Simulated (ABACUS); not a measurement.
# A series of single points on ZrS$_{2}$

System: ZrS$_{2}$ (P-3m1, 3 atoms in the cell).
Method: Kohn-Sham DFT of a periodic cell, PBEsol, PseudoDojo NC SR 0.4.1 PBEsol standard, no spin polarisation (ABACUS 3.10.1).

The 7 runs differ only in the geometry, by an even scaling of the cell at fixed fractional positions. The structure derives from a Materials Project entry.

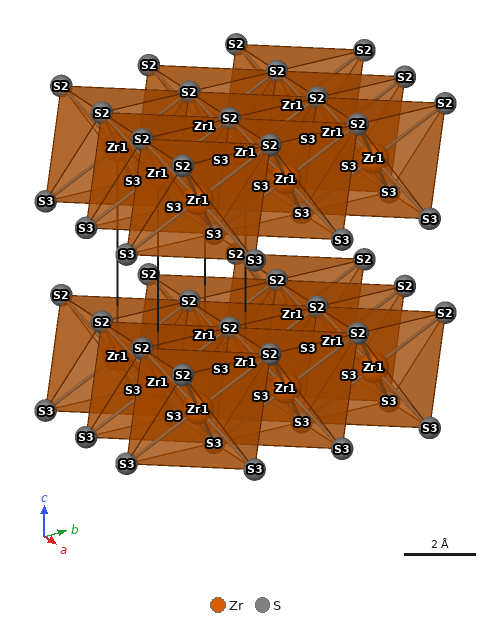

Figure 1. The structure of run 4 (polyhedral view of the cell of the calculation, repeated 2 × 2 × 1, seen slightly off an axis; polyhedra are completed across the faces of the cell; atoms are numbered from 1 in the order of the input). An atom can appear more than once, as a periodic image.

## Input of run 4
```
INPUT_PARAMETERS
suffix              ZrS2
calculation         scf
basis_type          pw
pseudo_dir          ./
symmetry            1
dft_functional      pbesol
ecutwfc             66
pseudo_rcut         7
nspin               1
nbands              16
ks_solver           dav
smearing_method     fd
smearing_sigma      0.00367493
scf_thr             1e-08
scf_nmax            100
mixing_type         broyden
mixing_beta         0.7
cal_force           1
cal_stress          1
kpar                4
```

## File STRU of run 4
```
ATOMIC_SPECIES
Zr 91.2240 Zr.upf
S 32.0600 S.upf

LATTICE_CONSTANT
1.8897261246

LATTICE_VECTORS
3.6913825498 0.0000000000 0.0000000000
-1.8456912749 3.1968310632 0.0000000000
0.0000000000 0.0000000000 6.0410770100

ATOMIC_POSITIONS
Direct

Zr
0.0
1
0.0000000000 0.0000000000 0.0000000000 1 1 1

S
0.0
2
0.3333333333 0.6666666667 0.2379099700 1 1 1
0.6666666667 0.3333333333 0.7620900300 1 1 1
```

## File KPT of run 4
```
K_POINTS
0
Gamma
8 8 5 0 0 0
```

Command:
```bash
OMP_NUM_THREADS=1 mpirun -np 4 abacus > log
```

Run 3 differs from it as follows:
```diff
-3.6913825498 0.0000000000 0.0000000000
--1.8456912749 3.1968310632 0.0000000000
-0.0000000000 0.0000000000 6.0410770100
+3.6666074238 0.0000000000 0.0000000000
+-1.8333037119 3.1753751747 0.0000000000
+0.0000000000 0.0000000000 6.0005316473
```

## Results, with one run withheld

| run | volume per atom (Å³) | free energy per atom, from the lowest run given (meV) | pressure (GPa) | gap on the mesh (eV) |
| --- | --- | --- | --- | --- |
| 1 | 22.337 | 6.88 | 3.41 | 0.94 |
| 2 | 22.813 | 0.00 | 1.24 | 0.95 |
| 3 | 23.288 | ? | ? | ? |
| 4 | 23.763 | 4.01 | −2.48 | 0.98 |
| 5 | 24.238 | 13.74 | −4.07 | 0.99 |
| 6 | 24.714 | 27.96 | −5.50 | 1.00 |
| 7 | 25.189 | 46.20 | −6.79 | 1.01 |

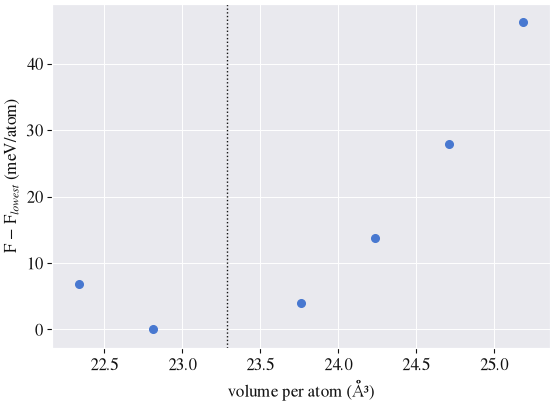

Figure 2. Free energy per atom of the runs given; the dotted line marks run 3.

Estimate the energy of run 3 from the others.

A cubic polynomial in V^(−2/3) (the Birch–Murnaghan form), fitted to the 6 runs given, misses them by at most 0.01 meV per atom. With x = V^(−2/3) − 0.12084 Å⁻², it reads F = 4.6942 − 4835.1 x + 1.0004e+06 x² + 3.2664e+05 x³ (meV per atom). At run 3 it gives −0.75 meV per atom, and the run itself gives −0.75. The slope of the fit gives a pressure −dF/dV of −0.71 GPa there, and the run prints −0.72 GPa. The fit has its minimum at 23.110 Å³ per atom, where V d²F/dV² gives 93.9 GPa. Cell shape and fractional positions are held, so this is the stiffness under even scaling; the relaxed bulk modulus wasn't computed and can be far lower in a crystal of layers, chains or molecules like this one. The gap on the mesh goes, without turning, from 0.94 eV in run 1 to 1.01 eV in run 7; run 3 has 0.97 eV. These are gaps of this functional on this mesh, which can miss the band edges; they aren't the measured gap.

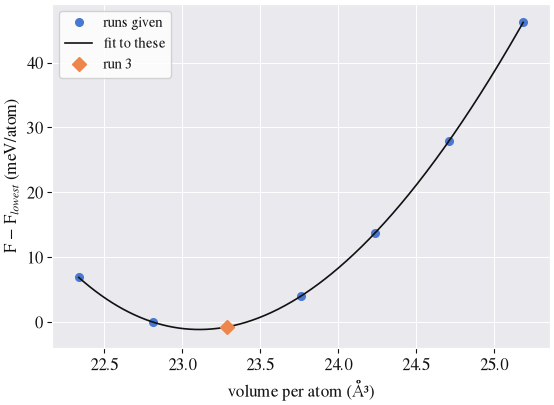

Figure 3. The fit and the withheld run.

## Some lines of the output (run 3)
```
[...]
 E_Fermi        0.5083073593         6.9158764216
 E_Fermi        0.5226590556         7.1111412674
 E_Fermi        0.5243936656         7.1347418472
 E_Fermi        0.5242347744         7.1325800220
 E_Fermi        0.5245743497         7.1372001807
 E_Fermi        0.5248526297         7.1409863739
 E_Fermi        0.5250204537         7.1432697374
 E_Fermi        0.5250138603         7.1431800284
 E_KS(sigma->0) -145.6076274262      -1981.0934052574
 E_Fermi        0.5250173171         7.1432270612
 final etot is -1981.093407 eV
 EFERMI = 7.1432270612 eV
 TOTAL-PRESSURE: -7.156997 KBAR
 !FINAL_ETOT_IS -1981.0934070129897009 eV
```
